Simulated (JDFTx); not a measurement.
## Mo: geometry relaxation

- system: Mo (1 atom in the cell)
- method: Kohn-Sham DFT of a periodic cell, PBE with D3(BJ), PseudoDojo-SR-PBE-0.5-standard, no spin polarisation (JDFTx 1.7.0 (patched build))

The structure derives from a Materials Project entry.

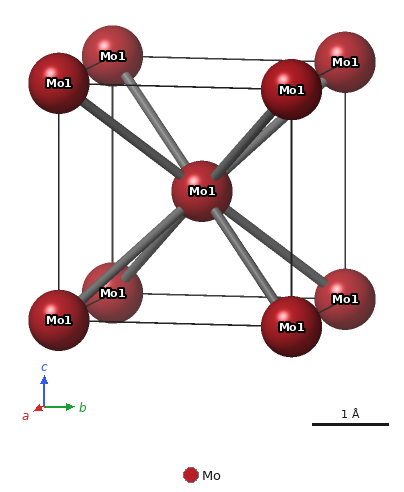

Figure 1. The input geometry (ball-and-stick view of the cell 2 times as large as that of the calculation, set on its symmetry axes, seen slightly off an axis; atoms are numbered from 1 in the order of the input). An atom can appear more than once, as a periodic image. Near neighbours in the periodic cell (some may lie outside the picture): Mo has 8 Mo at 2.74 Å.

**Input file**
```
lattice Body-Centered Cubic 5.9859303812
coords-type Lattice
ion Mo     0.0000000000     0.0000000000     0.0000000000 1

ion-species pseudo/Mo.upf
elec-cutoff 40
elec-ex-corr gga-PBE
van-der-waals D3BJ
kpoint-folding 12 12 12
elec-smearing Fermi 0.0018374661
elec-n-bands 13
electronic-SCF nIterations 100 energyDiffThreshold 1e-09
electronic-minimize nIterations 30 energyDiffThreshold 1e-7
forces-output-coords Cartesian
lattice-minimize nIterations 40 energyDiffThreshold 1e-6

dump-name run.$VAR
dump End Ecomponents EigStats BandEigs Kpoints Forces Stress
```

Run on 1 thread of Intel Xeon (Sapphire Rapids), 32 GiB of memory available, shared host.

Command:
```bash
jdftx -c 1 -i Mo.in -o Mo.out
```

**What the program printed**
```
*************** JDFTx 1.7.0 (patched build) ***************

Input parsed successfully to the following command list (including defaults):
[... the input with its defaults ...]

---------- Setting up symmetries ----------

Found 48 point-group symmetries of the bravais lattice
Found 48 space-group symmetries with basis
Applied RMS atom displacement 0 bohrs to make symmetries exact.

---------- Initializing the Grid ----------
R =
[     -2.99297      2.99297      2.99297  ]
[      2.99297     -2.99297      2.99297  ]
[      2.99297      2.99297     -2.99297  ]
unit cell volume = 107.242
G =
[ -7.29365e-18    1.04966    1.04966  ]
[    1.04966 -7.29365e-18    1.04966  ]
[    1.04966    1.04966 -7.29365e-18  ]
Minimum fftbox size, Smin = [  32  32  32  ]
Chosen fftbox size, S = [  32  32  32  ]

---------- Exchange Correlation functional ----------
Initalized PBE GGA exchange.
Initalized PBE GGA correlation.

---------- Setting up pseudopotentials ----------
Width of ionic core gaussian charges (only for fluid interactions / plotting) set to 0

Reading pseudopotential file 'pseudo/Mo.upf':
  'Mo' pseudopotential, 'PBE' functional
  Generated using ONCVPSP code by D. R. Hamann
  14 valence electrons, 4 orbitals, 6 projectors, 1001 radial grid points, with lMax = 2
    4S    l: 0   occupation:  2.0   eigenvalue: -2.364714
    4P    l: 1   occupation:  6.0   eigenvalue: -1.414320
    4D    l: 2   occupation:  5.0   eigenvalue: -0.137921
    5S    l: 0   occupation:  1.0   eigenvalue: -0.150182
  Core radius for overlap checks: 1.35 bohrs.

Initialized 1 species with 1 total atoms.

Folded 1 k-points by 12x12x12 to 1728 k-points.

---------- Setting up k-points, bands, fillings ----------
Reduced to 72 k-points under symmetry.
Computing the number of bands and number of electrons
Calculating initial fillings.
nElectrons:  14.000000   nBands: 13   nStates: 72

----- Setting up reduced wavefunction bases (one per k-point) -----
average nbasis = 1296.284 , ideal nbasis = 1295.833

Initializing DFT-D3(BJ) calculator:
	Parameters set for gga-PBE functional
	s6:  1.000  s8:  0.787
	a1:  0.429  a2:  4.441
	Per-atom parameters loaded for:
	Mo:  sqrtQ[a0]:  6.195  Rcov[a0]:  2.343  CN: [ 0.00 1.94 11.06 ]

---------- Setting up ewald sum ----------
Optimum gaussian width for ewald sums = 1.868743 bohr.
Real space sum over 2197 unit cells with max indices [  6  6  6  ]
Reciprocal space sum over 2197 terms with max indices [  6  6  6  ]

Computing DFT-D3 correction:
# coordination-number Mo 12.013
# diagonal-C6 Mo 337.11
EvdW_6 =   -0.013645
EvdW_8 =   -0.012145

---------- Allocating electronic variables ----------
Initializing wave functions:  linear combination of atomic orbitals
Note: number of bands (13) exceeds available atomic orbitals (10)
Mo pseudo-atom occupations:   s ( 2 2 )  p ( 6 )  d ( 4 )
	FillingsUpdate:  mu: +0.781284352  nElectrons: 14.000000
LCAOMinimize: Iter:   0  F: -68.4758021755719000  |grad|_K:  2.723e-04  alpha:  1.000e+00
	FillingsUpdate:  mu: +0.778002969  nElectrons: 14.000000
LCAOMinimize: Iter:   1  F: -68.4761061163800093  |grad|_K:  5.018e-06  alpha:  6.781e-01  linmin: -1.406e-02  cgtest:  6.060e-02
LCAOMinimize: Encountered beta<0, resetting CG.
	FillingsUpdate:  mu: +0.778000667  nElectrons: 14.000000
LCAOMinimize: Iter:   2  F: -68.4761062673603504  |grad|_K:  5.279e-08  alpha:  9.853e-01  linmin: -8.451e-03  cgtest:  2.895e-02
LCAOMinimize: Encountered beta<0, resetting CG.
	FillingsUpdate:  mu: +0.778000492  nElectrons: 14.000000
LCAOMinimize: Iter:   3  F: -68.4761062673773466  |grad|_K:  4.930e-09  alpha:  9.774e-01  linmin:  5.209e-03  cgtest: -2.028e-02
LCAOMinimize: Converged (|Delta F|<1.000000e-06 for 2 iters).

--------- Lattice Minimization ---------

Computing DFT-D3 correction:
# coordination-number Mo 12.013
# diagonal-C6 Mo 337.11
EvdW_6 =   -0.013645
EvdW_8 =   -0.012145

-------- Electronic minimization -----------
Will mix electronic density at each iteration.
	FillingsUpdate:  mu: +0.778000492  nElectrons: 14.000000
	FillingsUpdate:  mu: +0.770723672  nElectrons: 14.000000
SCF: Cycle:  0   F: -68.496023232922710   dF: -1.992e-02   |Residual|: 2.116e-02   |deigs|: 4.615e-01
	FillingsUpdate:  mu: +0.769601869  nElectrons: 14.000000
SCF: Cycle:  1   F: -68.496180355524316   dF: -1.571e-04   |Residual|: 1.113e-02   |deigs|: 5.976e-03
	FillingsUpdate:  mu: +0.768797082  nElectrons: 14.000000
SCF: Cycle:  2   F: -68.496189259198445   dF: -8.904e-06   |Residual|: 7.773e-04   |deigs|: 1.196e-03
	FillingsUpdate:  mu: +0.768839794  nElectrons: 14.000000
SCF: Cycle:  3   F: -68.496189727244897   dF: -4.680e-07   |Residual|: 3.579e-04   |deigs|: 1.959e-04
	FillingsUpdate:  mu: +0.768845364  nElectrons: 14.000000
SCF: Cycle:  4   F: -68.496189805038725   dF: -7.779e-08   |Residual|: 4.729e-05   |deigs|: 1.019e-04
	FillingsUpdate:  mu: +0.768843442  nElectrons: 14.000000
SCF: Cycle:  5   F: -68.496189820724197   dF: -1.569e-08   |Residual|: 1.769e-05   |deigs|: 8.610e-05
	FillingsUpdate:  mu: +0.768841752  nElectrons: 14.000000
SCF: Cycle:  6   F: -68.496189824250763   dF: -3.527e-09   |Residual|: 9.867e-06   |deigs|: 9.447e-05
	FillingsUpdate:  mu: +0.768842745  nElectrons: 14.000000
SCF: Cycle:  7   F: -68.496189825136270   dF: -8.855e-10   |Residual|: 3.143e-06   |deigs|: 1.071e-04
	FillingsUpdate:  mu: +0.768842596  nElectrons: 14.000000
SCF: Cycle:  8   F: -68.496189825372625   dF: -2.364e-10   |Residual|: 2.108e-06   |deigs|: 1.706e-04
SCF: Converged (|Delta E|<1.000000e-09 for 2 iters).

Setting wave functions to eigenvectors of Hamiltonian

Computing DFT-D3 correction:
# coordination-number Mo 12.013
# diagonal-C6 Mo 337.11
EvdW_6 =   -0.013645
EvdW_8 =   -0.012145
# Lattice vectors:
R =
[     -2.99297      2.99297      2.99297  ]
[      2.99297     -2.99297      2.99297  ]
[      2.99297      2.99297     -2.99297  ]
unit cell volume = 107.242

# Strain tensor in Cartesian coordinates:
[            0            0            0  ]
[            0            0            0  ]
[            0            0            0  ]

# Stress tensor in Cartesian coordinates [Eh/a0^3]:
[  0.000307854            0            0  ]
[            0  0.000307854            0  ]
[            0            0  0.000307854  ]

# Ionic positions in lattice coordinates:
ion Mo   0.000000000000000   0.000000000000000   0.000000000000000 1

# Forces in Cartesian coordinates:
force Mo   0.000000000000000   0.000000000000000   0.000000000000000 1

# Energy components:
   Eewald =      -59.5805255557201789
       EH =        8.9983709670892775
     Eloc =      -40.2207486111214791
      Enl =        8.6051669882736768
     EvdW =       -0.0257900179417157
      Exc =      -10.3053357564802806
 Exc_core =        1.8088077578328432
       KE =       22.2239581136095765
-------------------------------------
     Etot =      -68.4960961144582825
       TS =        0.0000937109143361
-------------------------------------
        F =      -68.4961898253726247

LatticeMinimize: Iter:   0  F: -68.496189825372625  |grad|_K:  1.204e-02

#--- Lowdin population analysis ---
# oxidation-state Mo +0.074

Computing DFT-D3 correction:
# coordination-number Mo 12.057
# diagonal-C6 Mo 337.11
EvdW_6 =   -0.013707
EvdW_8 =   -0.012202

-------- Electronic minimization -----------
Will mix electronic density at each iteration.
	FillingsUpdate:  mu: +0.768842596  nElectrons: 14.000000
	FillingsUpdate:  mu: +0.772799512  nElectrons: 14.000000
SCF: Cycle:  0   F: -68.496325927204694   dF: -1.412e-05   |Residual|: 4.723e-04   |deigs|: 9.583e-04
	FillingsUpdate:  mu: +0.772767021  nElectrons: 14.000000
SCF: Cycle:  1   F: -68.496326000909875   dF: -7.371e-08   |Residual|: 2.224e-04   |deigs|: 6.061e-04
	FillingsUpdate:  mu: +0.772751411  nElectrons: 14.000000
SCF: Cycle:  2   F: -68.496326017168272   dF: -1.626e-08   |Residual|: 5.144e-05   |deigs|: 2.924e-04
	FillingsUpdate:  mu: +0.772768972  nElectrons: 14.000000
SCF: Cycle:  3   F: -68.496326019188061   dF: -2.020e-09   |Residual|: 4.427e-05   |deigs|: 2.750e-04
	FillingsUpdate:  mu: +0.772760956  nElectrons: 14.000000
SCF: Cycle:  4   F: -68.496326020669400   dF: -1.481e-09   |Residual|: 6.655e-06   |deigs|: 4.000e-04
	FillingsUpdate:  mu: +0.772763075  nElectrons: 14.000000
SCF: Cycle:  5   F: -68.496326020718641   dF: -4.924e-11   |Residual|: 6.477e-06   |deigs|: 3.723e-04
	FillingsUpdate:  mu: +0.772761919  nElectrons: 14.000000
SCF: Cycle:  6   F: -68.496326020760023   dF: -4.138e-11   |Residual|: 1.047e-06   |deigs|: 3.700e-04
SCF: Converged (|Delta E|<1.000000e-09 for 2 iters).

Setting wave functions to eigenvectors of Hamiltonian

Computing DFT-D3 correction:
# coordination-number Mo 12.057
# diagonal-C6 Mo 337.11
EvdW_6 =   -0.013707
EvdW_8 =   -0.012202
# Lattice vectors:
R =
[     -2.98859      2.98859      2.98859  ]
[      2.98859     -2.98859      2.98859  ]
[      2.98859      2.98859     -2.98859  ]
unit cell volume = 106.772

# Strain tensor in Cartesian coordinates:
[  -0.00146262            0            0  ]
[            0  -0.00146262            0  ]
[            0            0  -0.00146262  ]

# Stress tensor in Cartesian coordinates [Eh/a0^3]:
[  0.000271641            0            0  ]
[            0  0.000271641            0  ]
[            0            0  0.000271641  ]

# Ionic positions in lattice coordinates:
ion Mo   0.000000000000000   0.000000000000000   0.000000000000000 1

# Forces in Cartesian coordinates:
force Mo   0.000000000000000   0.000000000000000   0.000000000000000 1

# Energy components:
   Eewald =      -59.6677971015706916
       EH =        8.9650159757566321
     Eloc =      -40.1058134830471715
      Enl =        8.6060259487405073
     EvdW =       -0.0259088791420606
      Exc =      -10.3080683623635156
 Exc_core =        1.8088077150982305
       KE =       22.2315050611455511
-------------------------------------
     Etot =      -68.4962331253825170
       TS =        0.0000928953775086
-------------------------------------
        F =      -68.4963260207600229

LatticeMinimize: Iter:   1  F: -68.496326020760023  |grad|_K:  1.057e-02  alpha:  1.000e+00  linmin: -1.000e+00

#--- Lowdin population analysis ---
# oxidation-state Mo +0.073

Computing DFT-D3 correction:
# coordination-number Mo 12.358
# diagonal-C6 Mo 337.11
EvdW_6 =   -0.014144
EvdW_8 =   -0.012607

-------- Electronic minimization -----------
Will mix electronic density at each iteration.
	FillingsUpdate:  mu: +0.772761919  nElectrons: 14.000000
	FillingsUpdate:  mu: +0.800744704  nElectrons: 14.000000
SCF: Cycle:  0   F: -68.496768379598180   dF: -7.032e-04   |Residual|: 3.467e-03   |deigs|: 1.248e-03
	FillingsUpdate:  mu: +0.800517520  nElectrons: 14.000000
SCF: Cycle:  1   F: -68.496772014799888   dF: -3.635e-06   |Residual|: 1.526e-03   |deigs|: 3.951e-04
	FillingsUpdate:  mu: +0.800441903  nElectrons: 14.000000
SCF: Cycle:  2   F: -68.496772384631640   dF: -3.698e-07   |Residual|: 2.866e-04   |deigs|: 1.542e-04
	FillingsUpdate:  mu: +0.800494271  nElectrons: 14.000000
SCF: Cycle:  3   F: -68.496772444906838   dF: -6.028e-08   |Residual|: 6.858e-05   |deigs|: 7.574e-05
	FillingsUpdate:  mu: +0.800485427  nElectrons: 14.000000
SCF: Cycle:  4   F: -68.496772450094554   dF: -5.188e-09   |Residual|: 2.449e-05   |deigs|: 1.636e-05
	FillingsUpdate:  mu: +0.800486518  nElectrons: 14.000000
SCF: Cycle:  5   F: -68.496772451050560   dF: -9.560e-10   |Residual|: 4.401e-06   |deigs|: 5.207e-06
	FillingsUpdate:  mu: +0.800487304  nElectrons: 14.000000
SCF: Cycle:  6   F: -68.496772451201835   dF: -1.513e-10   |Residual|: 1.761e-06   |deigs|: 4.541e-06
SCF: Converged (|Delta E|<1.000000e-09 for 2 iters).

Setting wave functions to eigenvectors of Hamiltonian

Computing DFT-D3 correction:
# coordination-number Mo 12.358
# diagonal-C6 Mo 337.11
EvdW_6 =   -0.014144
EvdW_8 =   -0.012607
# Lattice vectors:
R =
[     -2.95832      2.95832      2.95832  ]
[      2.95832     -2.95832      2.95832  ]
[      2.95832      2.95832     -2.95832  ]
unit cell volume = 103.561

# Strain tensor in Cartesian coordinates:
[    -0.011576            0            0  ]
[            0    -0.011576            0  ]
[            0            0    -0.011576  ]

# Stress tensor in Cartesian coordinates [Eh/a0^3]:
[ -8.30739e-07            0            0  ]
[            0 -8.30739e-07            0  ]
[            0            0 -8.30739e-07  ]

# Ionic positions in lattice coordinates:
ion Mo   0.000000000000000   0.000000000000000   0.000000000000000 1

# Forces in Cartesian coordinates:
force Mo   0.000000000000000  -0.000000000000000   0.000000000000000 1

# Energy components:
   Eewald =      -60.2783068764515875
       EH =        8.7345183590661950
     Eloc =      -39.3057893896895862
      Enl =        8.6120390776486317
     EvdW =       -0.0267506726089277
      Exc =      -10.3275154387420187
 Exc_core =        1.8088078124813918
       KE =       22.2863102266047939
-------------------------------------
     Etot =      -68.4966869016910920
       TS =        0.0000855495107392
-------------------------------------
        F =      -68.4967724512018350

LatticeMinimize: Iter:   2  F: -68.496772451201835  |grad|_K:  3.136e-05  alpha:  1.000e+00  linmin:  1.000e+00

#--- Lowdin population analysis ---
# oxidation-state Mo +0.071

Computing DFT-D3 correction:
# coordination-number Mo 12.358
# diagonal-C6 Mo 337.11
EvdW_6 =   -0.014143
EvdW_8 =   -0.012605

-------- Electronic minimization -----------
Will mix electronic density at each iteration.
	FillingsUpdate:  mu: +0.800487304  nElectrons: 14.000000
	FillingsUpdate:  mu: +0.800410301  nElectrons: 14.000000
SCF: Cycle:  0   F: -68.496772452049044   dF: -2.599e-09   |Residual|: 5.375e-06   |deigs|: 3.942e-06
	FillingsUpdate:  mu: +0.800410107  nElectrons: 14.000000
SCF: Cycle:  1   F: -68.496772454747017   dF: -2.698e-09   |Residual|: 7.461e-06   |deigs|: 1.623e-05
	FillingsUpdate:  mu: +0.800410220  nElectrons: 14.000000
SCF: Cycle:  2   F: -68.496772454762876   dF: -1.586e-11   |Residual|: 7.053e-06   |deigs|: 8.162e-06
	FillingsUpdate:  mu: +0.800412070  nElectrons: 14.000000
SCF: Cycle:  3   F: -68.496772454745667   dF: +1.721e-11   |Residual|: 8.939e-06   |deigs|: 3.282e-05
	FillingsUpdate:  mu: +0.800411283  nElectrons: 14.000000
SCF: Cycle:  4   F: -68.496772454783127   dF: -3.746e-11   |Residual|: 2.580e-06   |deigs|: 1.000e-05
	FillingsUpdate:  mu: +0.800411107  nElectrons: 14.000000
SCF: Cycle:  5   F: -68.496772454786040   dF: -2.913e-12   |Residual|: 1.179e-06   |deigs|: 2.491e-06
SCF: Converged (|Delta E|<1.000000e-09 for 2 iters).

Setting wave functions to eigenvectors of Hamiltonian

Computing DFT-D3 correction:
# coordination-number Mo 12.358
# diagonal-C6 Mo 337.11
EvdW_6 =   -0.014143
EvdW_8 =   -0.012605
# Lattice vectors:
R =
[      -2.9584       2.9584       2.9584  ]
[       2.9584      -2.9584       2.9584  ]
[       2.9584       2.9584      -2.9584  ]
unit cell volume = 103.569

# Strain tensor in Cartesian coordinates:
[   -0.0115487            0            0  ]
[            0   -0.0115487            0  ]
[            0            0   -0.0115487  ]

# Stress tensor in Cartesian coordinates [Eh/a0^3]:
[ -3.33503e-08            0            0  ]
[            0 -3.33503e-08            0  ]
[            0            0 -3.33503e-08  ]

# Ionic positions in lattice coordinates:
ion Mo   0.000000000000000   0.000000000000000   0.000000000000000 1

# Forces in Cartesian coordinates:
force Mo  -0.000000000000000   0.000000000000000   0.000000000000000 1

# Energy components:
   Eewald =      -60.2766441741381982
       EH =        8.7351355064842036
     Eloc =      -39.3079482246980305
      Enl =        8.6120198126253804
     EvdW =       -0.0267483556809822
      Exc =      -10.3274608546502389
 Exc_core =        1.8088078128451934
       KE =       22.2861515953799447
-------------------------------------
     Etot =      -68.4966868818327299
       TS =        0.0000855729533068
-------------------------------------
        F =      -68.4967724547860399

LatticeMinimize: Iter:   3  F: -68.496772454786040  |grad|_K:  1.259e-06  alpha:  1.000e+00  linmin: -1.000e+00

#--- Lowdin population analysis ---
# oxidation-state Mo +0.071

Computing DFT-D3 correction:
# coordination-number Mo 12.358
# diagonal-C6 Mo 337.11
EvdW_6 =   -0.014143
EvdW_8 =   -0.012605

-------- Electronic minimization -----------
Will mix electronic density at each iteration.
	FillingsUpdate:  mu: +0.800411107  nElectrons: 14.000000
	FillingsUpdate:  mu: +0.800407926  nElectrons: 14.000000
SCF: Cycle:  0   F: -68.496772454780640   dF: -5.258e-13   |Residual|: 4.059e-07   |deigs|: 1.185e-06
	FillingsUpdate:  mu: +0.800407982  nElectrons: 14.000000
SCF: Cycle:  1   F: -68.496772454788839   dF: -8.200e-12   |Residual|: 9.802e-07   |deigs|: 2.479e-06
SCF: Converged (|Delta E|<1.000000e-09 for 2 iters).

Setting wave functions to eigenvectors of Hamiltonian

Computing DFT-D3 correction:
# coordination-number Mo 12.358
# diagonal-C6 Mo 337.11
EvdW_6 =   -0.014143
EvdW_8 =   -0.012605
# Lattice vectors:
R =
[      -2.9584       2.9584       2.9584  ]
[       2.9584      -2.9584       2.9584  ]
[       2.9584       2.9584      -2.9584  ]
unit cell volume = 103.57

# Strain tensor in Cartesian coordinates:
[   -0.0115477            0            0  ]
[            0   -0.0115477            0  ]
[            0            0   -0.0115477  ]

# Stress tensor in Cartesian coordinates [Eh/a0^3]:
[  4.24353e-08            0            0  ]
[            0  4.24353e-08            0  ]
[            0            0  4.24353e-08  ]

# Ionic positions in lattice coordinates:
ion Mo   0.000000000000000   0.000000000000000   0.000000000000000 1

# Forces in Cartesian coordinates:
force Mo   0.000000000000000   0.000000000000000  -0.000000000000000 1

# Energy components:
   Eewald =      -60.2765823627352120
       EH =        8.7351668324558354
     Eloc =      -39.3080497080744635
      Enl =        8.6120233653561389
     EvdW =       -0.0267482695511338
      Exc =      -10.3274606061114049
 Exc_core =        1.8088078128585747
       KE =       22.2861560547524213
-------------------------------------
     Etot =      -68.4966868810492429
       TS =        0.0000855737395912
-------------------------------------
        F =      -68.4967724547888395

LatticeMinimize: Iter:   4  F: -68.496772454788839  |grad|_K:  1.602e-06  alpha:  1.000e+00  linmin:  1.000e+00
LatticeMinimize: Converged (|Delta F|<1.000000e-06 for 2 iters).

#--- Lowdin population analysis ---
# oxidation-state Mo +0.071

Dumping 'run.eigStats' ...
	eMin: -1.450458 at state 0 ( [ +0.000000 +0.000000 +0.000000 ] spin 0 )
	HOMO: +0.797849 at state 32 ( [ +0.083333 +0.250000 -0.166667 ] spin 0 )
	mu  : +0.800408
	LUMO: +0.801055 at state 38 ( [ +0.083333 +0.500000 +0.500000 ] spin 0 )
	eMax: +1.584687 at state 4 ( [ +0.000000 +0.000000 +0.333333 ] spin 0 )
	HOMO-LUMO gap: +0.003207
	Optical gap  : +0.020618 at state 59 ( [ +0.250000 +0.333333 -0.333333 ] spin 0 )
Done!
```

**Trajectory as extended XYZ (Å, eV, eV/Å), 5 frames, from step=0 to step=4**
```
1
Lattice="-1.5838 1.5838 1.5838 1.5838 -1.5838 1.5838 1.5838 1.5838 -1.5838" Properties=species:S:1:pos:R:3:forces:R:3 step=0 energy=-1863.87628
Mo    0.0000    0.0000    0.0000    0.0000   0.0000   0.0000
1
Lattice="-1.5815 1.5815 1.5815 1.5815 -1.5815 1.5815 1.5815 1.5815 -1.5815" Properties=species:S:1:pos:R:3:forces:R:3 step=1 energy=-1863.87998
Mo    0.0000    0.0000    0.0000    0.0000   0.0000   0.0000
1
Lattice="-1.5655 1.5655 1.5655 1.5655 -1.5655 1.5655 1.5655 1.5655 -1.5655" Properties=species:S:1:pos:R:3:forces:R:3 step=2 energy=-1863.89213
Mo    0.0000    0.0000    0.0000    0.0000   0.0000   0.0000
1
Lattice="-1.5655 1.5655 1.5655 1.5655 -1.5655 1.5655 1.5655 1.5655 -1.5655" Properties=species:S:1:pos:R:3:forces:R:3 step=3 energy=-1863.89213
Mo    0.0000    0.0000    0.0000    0.0000   0.0000   0.0000
1
Lattice="-1.5655 1.5655 1.5655 1.5655 -1.5655 1.5655 1.5655 1.5655 -1.5655" Properties=species:S:1:pos:R:3:forces:R:3 step=4 energy=-1863.89213
Mo    0.0000    0.0000    0.0000    0.0000   0.0000   0.0000
```

**Results in brief**

```csv
quantity,value
outcome,converged
space group (tolerance 0.01 Å),Im-3m (229)
electrons treated,14
free energy,−1863.8921 eV
Fermi energy,21.780 eV
gap on the k-point mesh,none (metallic)
pressure,0.00 GPa
final volume,15.35 Å³
largest force (length of the vector) at the end,under 0.001 eV/Å
final cell,"a = 2.712 Å, b = 2.712 Å, c = 2.712 Å, α = 109.47°, β = 109.47°, γ = 109.47°"
wall time,51 s
peak memory,0.08 GiB
```
